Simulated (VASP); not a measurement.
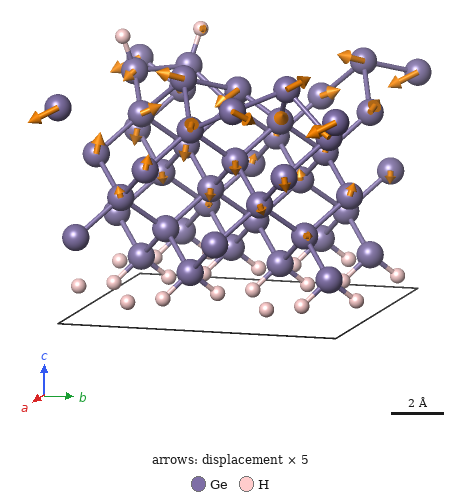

This is a relaxation of a slab of composition Ge₈H₃. The starting structure is drawn; orange arrows show the displacements, 5 times their true length.

A ball-and-stick model of the cell of the calculation, outlined in the plane, without the vacuum (origin shifted), seen slightly off an axis.

The run lets the atoms move in a fixed cell. 24 atoms are held fixed.

Level of theory: VASP 6.6.1, Kohn-Sham DFT of a periodic cell, PBE with D3(BJ), VASP PAW PBE potentials, recommended.

Input
```
PREC = Accurate ; ENCUT = 400
EDIFF = 1E-7 ; ISMEAR = 0
SIGMA = 0.05 ; LREAL = Auto
LASPH = T ; NELM = 80
ALGO = Normal ; ISIF = 2
LWAVE = F ; LCHARG = F
GGA = PE ; IVDW = 12
IBRION = 2 ; NSW = 120
EDIFFG = -0.03 ; ISYM = 0
NCORE = 4
```

Launched with:
```bash
cat potpaw_PBE.64/Ge_d/POTCAR potpaw_PBE.64/H/POTCAR > POTCAR
mpirun -np 8 vasp_gam > vasp.out
```

**What did the optimiser do to the structure, and how much energy did it gain?**

Over 19 geometry steps the energy falls by 1.751 eV per cell of the calculation. The largest force component goes from 1.2 to 0.25 eV/Å. The largest moves, 0.27 Å, are those of Ge atoms. By element the largest moves are Ge 0.27 Å, H 0.06 Å. The lattice vectors keep their values. Near-neighbour distances that change, for instance: Ge–Ge 2.708 → 2.529 Å, Ge–Ge 2.417 → 2.514 Å, Ge–Ge 2.366 → 2.452 Å, Ge–Ge 2.450 → 2.524 Å. Bond angles that change, for instance: Ge–Ge–Ge 96.4° → 109.6°, Ge–Ge–Ge 96.4° → 108.7°, Ge–Ge–Ge 105.0° → 117.0°. It ran on 8 threads of Intel(R) Xeon(R) 6975P-C (Granite Rapids), on a shared host.
